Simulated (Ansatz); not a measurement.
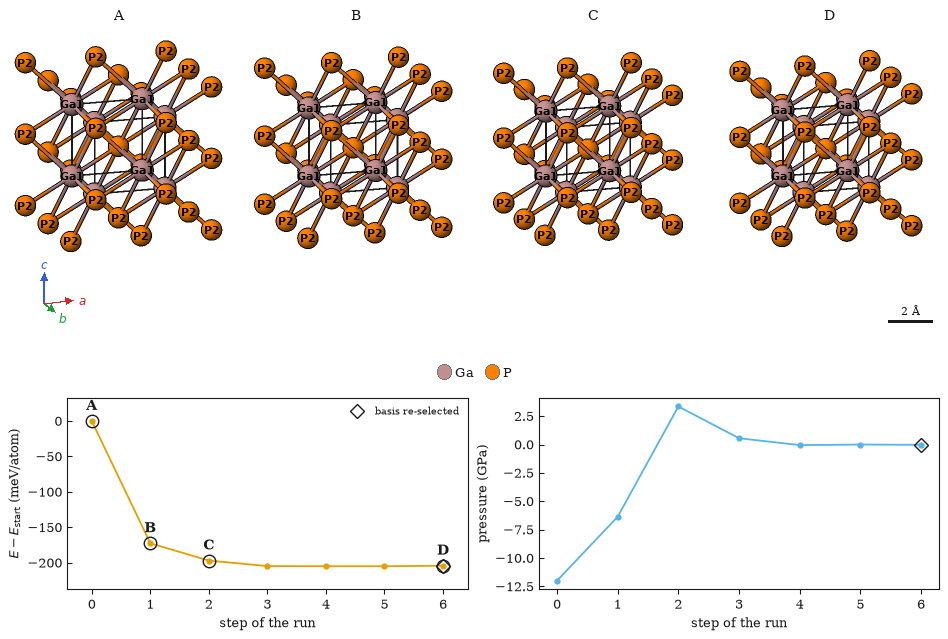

Frames of a relaxation of a crystal of GaP (built on the CsCl-221 type type), marked on the history of the run. The picture is a ball-and-stick view of the cell of the calculation, seen from a free direction.

These are results of DFT, PBEsol, plane waves, PAW in Ansatz, not measurements.

Input file:
```yaml
crystal:
  lattice:
    - [3.43430854, 0.0, 0.0]
    - [0.0, 3.43430854, 0.0]
    - [0.0, 0.0, 3.43430854]
  atoms:
    - { symbol: Ga, position: [0.0, 0.0, 0.0] }
    - { symbol: P, position: [0.5, 0.5, 0.5] }
kpoints:
  mp_grid: { grid: [6, 6, 6] }
hamiltonian:
  xc: pbesol
scf:
  occupations: { method: fermi_dirac, width: 0.03 }
relax:
  f_tol: 0.01
  cell: {}
  max_steps: 120
```

Command:
```bash
ansatz run input.yaml --threads 2 --pin off --max-ram 29491MiB --backend cpu --events-out ev --progress --plain --runs-dir out
```

### What happens along the run?

No atom moves by more than 0.005 Å relative to the cell. The drawn cell changes as follows: a = b = c 3.434 → 3.169 Å (−7.7 %); the volume changes by −21.4 %. Near-neighbour distances that change, for instance: Ga1–P2 2.974 → 2.744 Å. The space group stays Pm-3m (No. 221). After 5 accepted moves (6 points after the start) the energy has fallen by 204 meV per atom. All forces vanish by symmetry, so only the cell relaxes. The pressure goes from −12.00 to −0.02 GPa. The SCF was repeated once at an unchanged geometry on a basis and grid sized afresh for the cell, which shifted the energy by 0.7 meV per atom at most. From step 0 to 1: volume −13.9 %, energy −173 meV per atom. From step 1 to 2: volume −13.5 %, energy −24.4 meV per atom. From step 2 to 6: volume +5.5 %, energy −7.2 meV per atom.

```
step  E − E(0), meV/atom  pressure, GPa  volume, Å³/atom                      note
   0                0.00         -12.00           20.253                          
   1             -172.50          -6.36           17.433                          
   2             -196.91           3.35           15.077                          
   3             -204.68           0.56           15.776                          
   4             -204.88          -0.05           15.923                          
   5             -204.89           0.00           15.912                          
   6             -204.15          -0.02           15.912  same geometry, new basis
```
